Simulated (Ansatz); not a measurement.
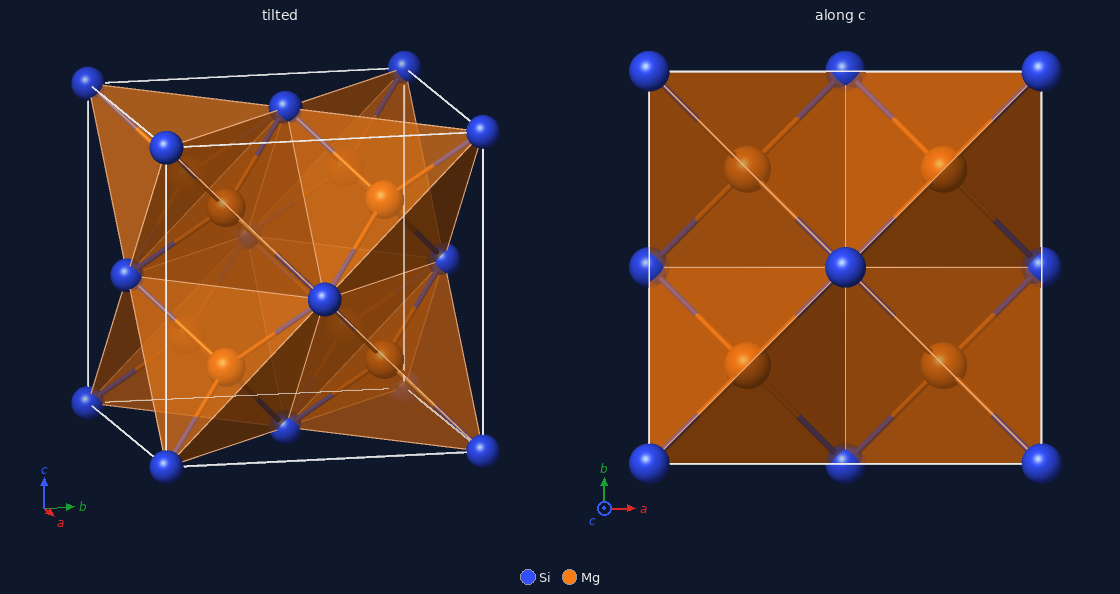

Crystal structure, polyhedral style, seen slightly off an axis and along the c axis. The conventional unit cell is outlined; an atom on or near a face, edge or corner is repeated at each equivalent position.

Mg2Si, antifluorite, space group Fm-3m (No. 225), a = 6.338 Å, b = 6.338 Å, c = 6.338 Å, α = 90.00°, β = 90.00°, γ = 90.00°. Source of the structure: a structure type filled with these elements by a generator (whether the compound takes this form wasn't checked). Earlier steps of the study may have refined or changed the cell and positions. Ansatz was used for an electronic-structure calculation on it.

This one geometry was computed with Ansatz (DFT, plane waves, PAW) at three levels of theory: PBE, HSE06 and r2SCAN. It was relaxed beforehand with r2SCAN.

How does the band gap change with the level of theory?

Answer. PBE: a gap of 0.20 eV, indirect; r2SCAN: a gap of 0.45 eV, indirect; HSE06: a gap of 0.56 eV, indirect.

Collect the results in a table.

Answer.
| level | cutoff (eV) | k-mesh of the run's cell | gap (eV) | pressure (GPa) |
| --- | --- | --- | --- | --- |
| PBE | 420 | 8×8×8 | 0.20 | 0.7 |
| HSE06 | 420 | 6×6×6 | 0.56 | 0.0 |
| r2SCAN | 500 | 8×8×8 | 0.45 | 0.0 |

Gaps are taken on the k-mesh or band path of each run.
